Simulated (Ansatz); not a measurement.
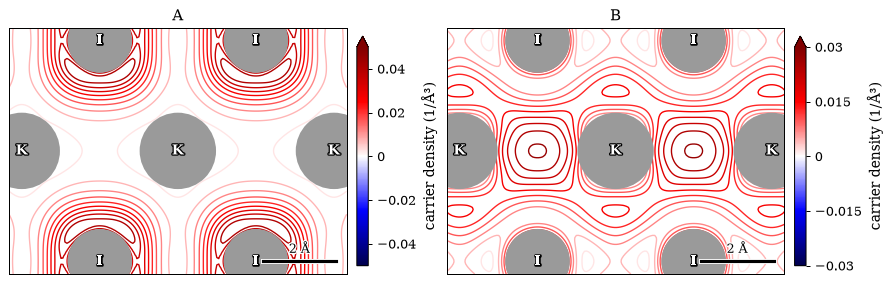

KI, doped once with holes and once with electrons (0.5 e in the calculation's cell of 2 atoms, uniform background, atoms fixed). Each panel shows the carrier's density (positive where it sits) on the (011̄) plane of the conventional cell; grey discs cover the cores. Cores are masked to 1.0 Å (K) and 0.9 Å (I). This is very heavy doping.

Space group Pm-3m. The cell comes from a database of computed structures, not from a measurement.

Theory: DFT PBE, scalar-relativistic, plane waves, PAW (Ansatz).

**Which panel shows the hole and which the electron?**

A is the hole: outside the cores it is densest 1.0 Å from an iodine nucleus; it divides as I about 90 % and K about 10 %. B is the electron: outside the cores it is densest 2.1 Å from a potassium nucleus; it divides as I about 60 % and K about 40 %. Shares are sums over atomic cells sized by the Bader volumes, which fill 30 % (K) and 70 % (I) of the cell, so only an excess over these marks a preference; they are shares of the net change, screening included, and the band-edge orbitals themselves can be more concentrated.

Run times: 7.6 s (hole) and 7.9 s (electron), on 1 thread of Arm Neoverse V2, on a shared host.
